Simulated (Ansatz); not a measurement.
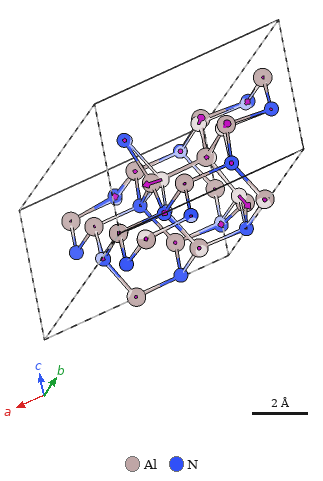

A relaxation of a defect cell of composition Al₁₇N₁₅. The starting structure is drawn faded, the final one solid; purple arrows show the displacements, 2 times their true length.

Style: ball-and-stick. Shown: the cell of the calculation (origin shifted), from a free direction.

Case: Al on a N site (c), charge +0, atoms relaxed at the host's cell.

These are results of DFT PBE, scalar-relativistic, plane waves, PAW (Ansatz 0.2.0), not measurements. Set-up: plane-wave cutoff 420 eV; k-point mesh 2 × 2 × 2; occupations gaussian; smearing width 0.01 eV; mesh shifted by (0.5, 0.5, 0.5); no spin polarisation; atoms relaxed in a fixed cell; force threshold 0.025 eV/Å; at most 45 steps.

Which element moves most?

Answer. Aluminium: up to 0.43 Å, against 0.17 Å for nitrogen.

What did the optimiser do to the structure, and how much energy did it gain?

Answer. An Al atom moves most: 0.43 Å roughly along [3 1 0]. By element the largest moves are Al 0.43 Å, N 0.17 Å. The cell doesn't change. Among the contacts that change: Al–Al 1.834 → 2.295 Å, Al–Al 1.904 → 2.293 Å, Al–Al 1.963 → 2.294 Å, Al–N 1.996 → 1.887 Å. Among the angles between lasting bonds that change: Al–Al–N 111.5° → 97.0°, Al–Al–N 110.9° → 97.3°, Al–Al–N 116.3° → 103.8°. After 9 accepted moves (11 points after the start) the energy has fallen by 7.463 eV per cell of the calculation. Largest force component: 8.8 eV/Å at the start, 0.0051 eV/Å at the end. The line search rejected the trial steps at points 5, 9 of the run.

Limits of the set-up: the k-point mesh is coarse for a cell with partly filled bands; the periodic images lie only 7.6 Å apart, so the values are limited by the cell's size.
